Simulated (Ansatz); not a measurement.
TiO$_{2}$

Space group P4_2/mnm; the calculation finds a residual pressure of about 9 GPa at this fixed cell. Effective Hubbard U: 4.0 eV on Ti d.

The calculation's input:

```
crystal:
  lattice:
    - [4.5922, 0.0, 0.0]
    - [0.0, 4.5922, 0.0]
    - [0.0, 0.0, 2.9574]
  atoms:
    - { symbol: Ti, position: [0.0, 0.0, 0.0] }
    - { symbol: Ti, position: [0.5, 0.5, 0.5] }
    - { symbol: O, position: [0.30496, 0.30496, 0.0] }
    - { symbol: O, position: [0.19504, 0.80496, 0.5] }
    - { symbol: O, position: [0.69504, 0.69504, 0.0] }
    - { symbol: O, position: [0.80496, 0.19504, 0.5] }
basis:
  ecutwfc: 420
  fft_grid_basis: typed
kpoints:
  mp_grid: { grid: [6, 6, 8] }
hamiltonian:
  xc: pbe
  hubbard: { sites: [{ species: Ti, l: d, u_eff: 4.0 }] }
scf:
  occupations: { method: gaussian, width: 0.05 }
output:
  forces: true
  stress: true
  eigenvalues: true
  bader: true
  write_density: true
  volumetric_format: npy
  elf: true
```

Command:

```sh
ansatz run input.yaml --threads 2 --pin off --max-ram 4096MiB --backend cpu --events-out ev --progress --plain --runs-dir out
```

The picture shows the conventional cell (a = 4.59 Å, b = 4.59 Å, c = 2.96 Å, α = 90.00°, β = 90.00°, γ = 90.00°).

Level of theory: DFT PBE+U, scalar-relativistic, plane waves, PAW (Ansatz).

Predict the deformation density (crystal less neutral atoms): where will charge gather?

O–Ti (1.95 Å): Δρ is +0.12 e/Å³ at the midpoint (inside or at the edge of a masked core, so read it with care).
- Ti–Ti (2.96 Å): Δρ is −0.010 e/Å³ at the midpoint.
- Over the whole cell, outside the masked cores, the largest gain lies at the edge of the masked core of O, and the largest loss lies at the edge of the masked core of Ti.
- In all about 0.32 e an atom is rearranged against the free atoms.
- Bader charges: Ti +2.41 and O −1.20 e.

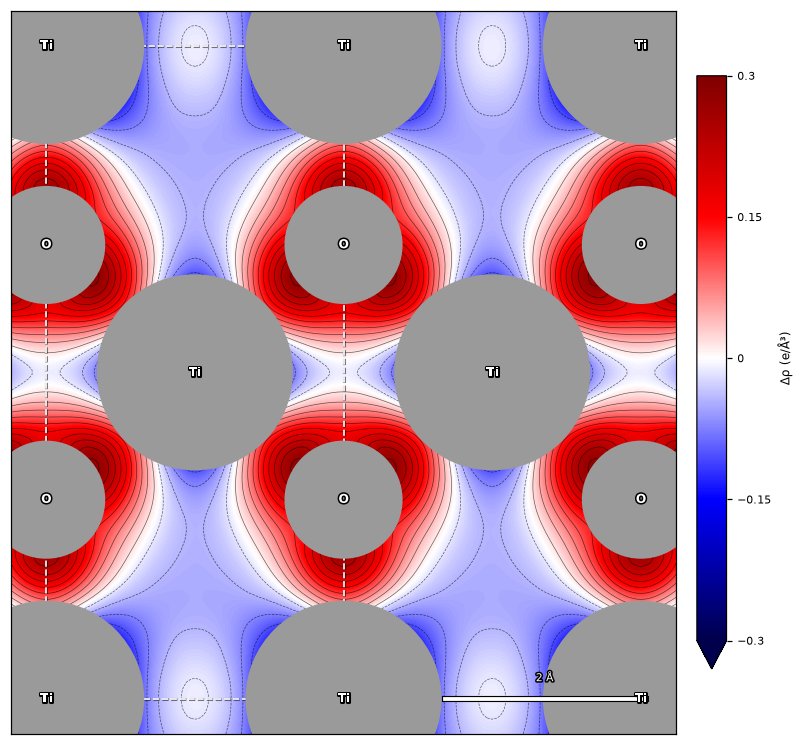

Computed deformation density: a map on the (11̄0) plane of the conventional cell, with grey discs over the atomic cores.

Cores are masked to 1.0 Å (Ti) and 0.6 Å (O).

In a PAW calculation such maps are meaningful between the atoms, not at the nuclei.
